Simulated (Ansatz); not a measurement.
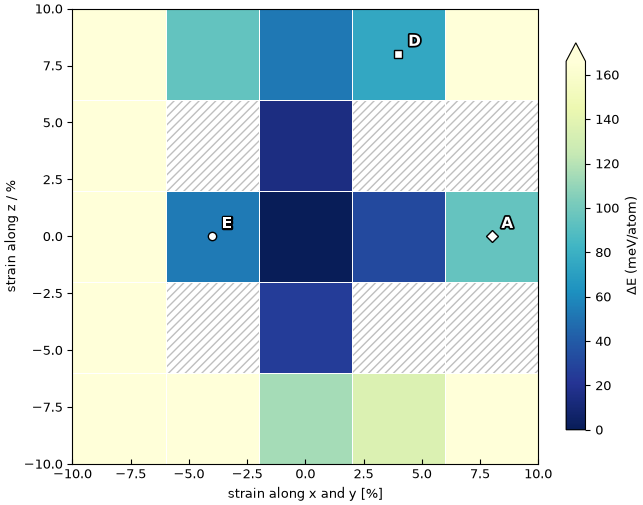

PbSe (Fm-3m, No. 225; 2 atoms in the cell). 
- The cell is strained homogeneously, by one strain along x and y and another along z, with fractional coordinates fixed (x, y and z along the cube axes).
- Coordinates scanned: (1) strain along x and y; (2) strain along z.
- Grid: 5 × 5 points. At 6 points there is no value.
- Energies: meV/atom, counted from the lowest grid point.
- The reference cell is the one listed in the database, not relaxed at this level.
- Computed with Ansatz, DFT PBE+D3(BJ), scalar-relativistic, plane waves, PAW. Settings: cutoff 420 eV, k-mesh 10×10×10, gaussian smearing 0.03 eV, no spin polarisation.

The picture shows one coloured cell a grid point, one colour for all values above the top of the scale, hatched blanks where no value was computed, lettered points.

Q: Is D the lowest point of the computed grid?

A: No. D lies 75 meV/atom above the lowest grid point, which is at strain along x and y = 0 %, strain along z = 0 %.

Q: Rank the lettered points by energy, lowest first.

A: E (53 meV/atom), D (75 meV/atom), A (95 meV/atom).
